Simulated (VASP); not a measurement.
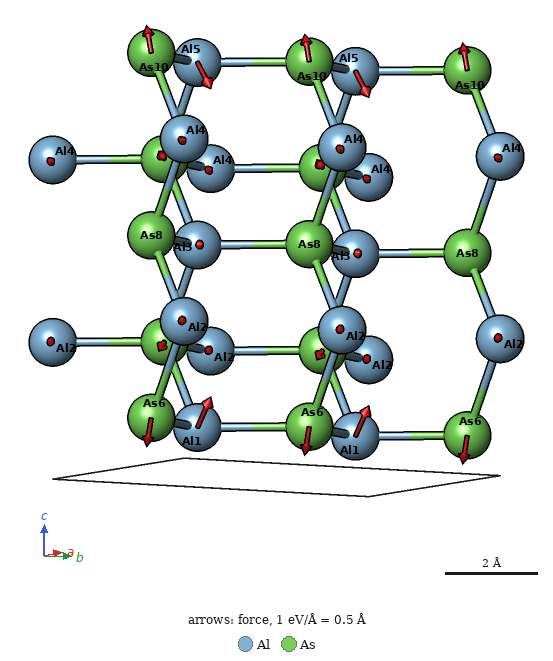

Starting geometry of a slab of composition AlAs with the computed forces as red arrows. The picture is a ball-and-stick view of the 1 × 2 repeat of the cell, outlined in the plane, without the vacuum, seen from a free direction.

The run lets the atoms move in a fixed cell.

Computed with Kohn-Sham DFT of a periodic cell, PBEsol, VASP PAW PBE potentials, recommended in VASP 6.6.1.

Input file:
```
SYSTEM = AlAs
PREC = Accurate
ENCUT = 520
EDIFF = 1E-6
ISMEAR = 0
SIGMA = 0.05
LREAL = .False.
LASPH = .True.
NELM = 80
ALGO = Normal
ISIF = 2
LWAVE = .False.
LCHARG = .False.
LDIPOL = .True.
IDIPOL = 3
DIPOL = 0.5 0.5 0.500
GGA = PS
IBRION = 2
NSW = 100
EDIFFG = -0.015
KPAR = 8
```

Launched with:
```bash
cat potpaw_PBE.64/Al/POTCAR potpaw_PBE.64/As/POTCAR > POTCAR
mpirun -np 8 vasp_std > vasp.out
```

### Is this structure relaxed? If not, where do the atoms go?

It isn't relaxed: the largest force vector, on Al atoms, is 1.75 eV/Å. The atoms end up moving mostly along the starting forces (cosine between the two patterns 0.86). The largest moves relative to the layer's centre, 0.57 Å, are those of Al atoms. By element the largest moves are Al 0.57 Å, As 0.26 Å. The cell stays as it was. Near-neighbour distances that change, for instance: Al–As 2.451 → 2.488 Å, Al–As 2.451 → 2.425 Å, Al–As 2.451 → 2.468 Å. Bond angles that change, for instance: Al–As–Al 109.5° → 88.2°, Al–As–Al 109.5° → 93.5°, As–Al–As 109.5° → 124.1°. After 16 geometry steps the energy has fallen by 1.482 eV per cell of the calculation. Largest force component: 1.3 eV/Å at the start, 0.014 eV/Å at the end.
